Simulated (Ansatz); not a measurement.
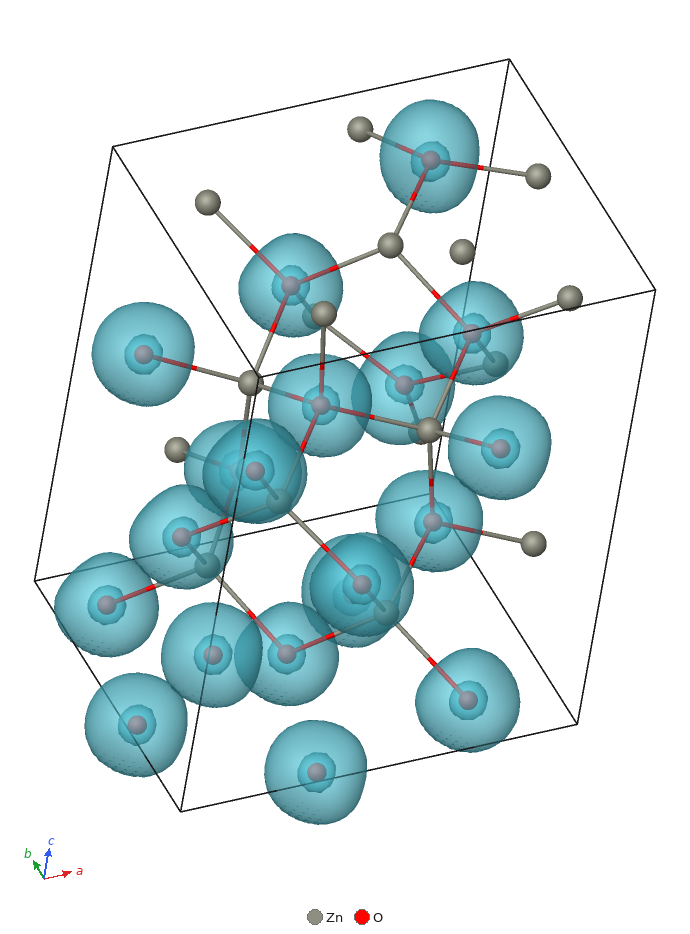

Figure 1: Zn17O18 (cell charge −2, with a compensating background) (cell with a defect). Isosurface of the electron localisation function at 0.65 (cyan), seen at an oblique angle. Core shells and regions of very low density are left out. Sticks mark near contacts.

The program warned that a starting moment wasn't kept; spin-polarised, but the moments vanished.

The calculation used DFT PBE, scalar-relativistic, plane waves, PAW in Ansatz.

In a PAW calculation such maps are meaningful between the atoms, not at the nuclei.

Input file:

```
crystal:
  lattice:
    - [-4.9190861691, -2.8400357239, 5.2932331742]
    - [4.9190861691, -2.8400357239, 5.2932331742]
    - [1.0e-10, 5.6800714478, 5.2932331742]
  atoms:
    - { symbol: Zn, position: [0.6115235307, 0.2824116071, 0.6054361515] }
    - { symbol: Zn, position: [0.2829287716, 0.9389074715, 0.2775810647] }
    - { symbol: Zn, position: [0.9393859742, 0.2823771943, 0.2776202399] }
    - { symbol: Zn, position: [0.2829041596, 0.6110781362, 0.6053398353] }
    - { symbol: Zn, position: [0.6115681433, 0.9388633438, 0.948960734] }
    - { symbol: Zn, position: [0.2772941101, 0.276780975, 0.9433348744] }
    - { symbol: Zn, position: [0.9367604615, 0.9362486516, 0.6028197525] }
    - { symbol: Zn, position: [0.939452576, 0.6110120036, 0.9489607403] }
    - { symbol: Zn, position: [0.5584213872, 0.2283220625, 0.2244615215] }
    - { symbol: Zn, position: [0.5570752284, 0.8892203095, 0.5558190125] }
    - { symbol: Zn, position: [0.2288149811, 0.5579229079, 0.2244275316] }
    - { symbol: Zn, position: [0.8896917786, 0.889203342, 0.2232162796] }
    - { symbol: Zn, position: [0.2205180791, 0.2200128253, 0.5537378967] }
    - { symbol: Zn, position: [0.5584429894, 0.5579295693, 0.894891786] }
    - { symbol: Zn, position: [0.2204991288, 0.8871327598, 0.8865504674] }
    - { symbol: Zn, position: [0.8897565225, 0.5565282922, 0.5558256321] }
    - { symbol: Zn, position: [0.8876423103, 0.2199864586, 0.8865605944] }
    - { symbol: O, position: [0.7597870989, 0.7592630818, 0.4258948883], spin: 0.5 }
    - { symbol: O, position: [0.7375888993, 0.4035656019, 0.737880562] }
    - { symbol: O, position: [0.4040906096, 0.0713250042, 0.4036509512] }
    - { symbol: O, position: [0.0718437455, 0.4035811028, 0.4036437431] }
    - { symbol: O, position: [0.4040659825, 0.7370734912, 0.7378806089] }
    - { symbol: O, position: [0.7376131865, 0.0713115096, 0.070140464] }
    - { symbol: O, position: [0.4025357469, 0.4020090793, 0.0685631291] }
    - { symbol: O, position: [0.0684204457, 0.0679137984, 0.7344649724] }
    - { symbol: O, position: [0.0718190558, 0.7371013353, 0.0701403947] }
    - { symbol: O, position: [0.6875309367, 0.3297737717, 0.3535893428], spin: 0.5 }
    - { symbol: O, position: [0.6792534974, 0.0211961298, 0.6877432666] }
    - { symbol: O, position: [0.3303781354, 0.687023007, 0.3534851108], spin: 0.5 }
    - { symbol: O, position: [0.0217218892, 0.0211610728, 0.3453059873] }
    - { symbol: O, position: [0.3467908693, 0.3463225133, 0.6818348376] }
    - { symbol: O, position: [0.6875792469, 0.6870122229, -0.0036740865], spin: 0.5 }
    - { symbol: O, position: [0.3468280817, 0.0152710221, 0.0128326813] }
    - { symbol: O, position: [0.0216976448, 0.6787315709, 0.6877420477] }
    - { symbol: O, position: [0.0157826441, 0.3462827161, 0.0128648942] }
  host:
    lattice:
      - [3.2793907794, 0.0, 0.0]
      - [-1.6396953897, 2.8400357239, 0.0]
      - [0.0, 0.0, 5.2932331742]
    atoms:
      - { symbol: Zn, position: [0.6666666667, 0.3333333333, 0.5006044116] }
      - { symbol: Zn, position: [0.3333333333, 0.6666666667, 0.0006044116] }
      - { symbol: O, position: [0.6666666667, 0.3333333333, 0.8797055884] }
      - { symbol: O, position: [0.3333333333, 0.6666666667, 0.3797055884] }
total_charge: -2
basis:
  ecutwfc: 420
  xc_grid: 2
kpoints:
  mp_grid: { grid: [2, 2, 2], shift: [0.5, 0.5, 0.5] }
hamiltonian:
  xc: pbe
scf:
  occupations: { method: gaussian, width: 0.01 }
output:
  forces: true
  stress: false
  eigenvalues: true
  populations: true
  charged_corrections:
    defect_position: [0.61131258, 0.61131258, 0.27797925]
    epsilon: [[10.5528, 0.0, 0.0], [0.0, 10.5528, 0.0], [0.0, 0.0, 11.5878]]
  write_density: true
  write_potential: true
  elf: true
  volumetric_format: npy
magnetization:
  spin_polarized: true
relax:
  adjacent_minimum: "off"
  f_tol: 0.025
  max_steps: 45
```

Launched as:

```sh
ansatz run input.yaml --threads 4 --pin off --max-ram 10240MiB --backend cpu --events-out ev --progress --plain --runs-dir out
```

Question: Describe the localisation domains.

Answer: The surface consists of 18 regions wrapped around O (the valence shell of each), counted in one cell of 35 atoms. Any copies at cell faces, edges or corners count once.

Values along the shortest contacts:
Zn–O (1.91 Å): the ELF peaks at about 0.80 in the valence shell of O, 0.6 Å from its nucleus, and is about 0.30 at the midpoint: no localised pair shows between them. Zn–O (1.99 Å): the ELF peaks at about 0.85 in the valence shell of O, 0.6 Å from its nucleus, and is about 0.25 at the midpoint (no shared electron pair shows on this line).

Question: Does the calculation make it a metal, or give it a gap?

Answer: It is gapped, with a Kohn–Sham gap of 1.9 eV on the k-point mesh, an upper bound to the gap of this method.
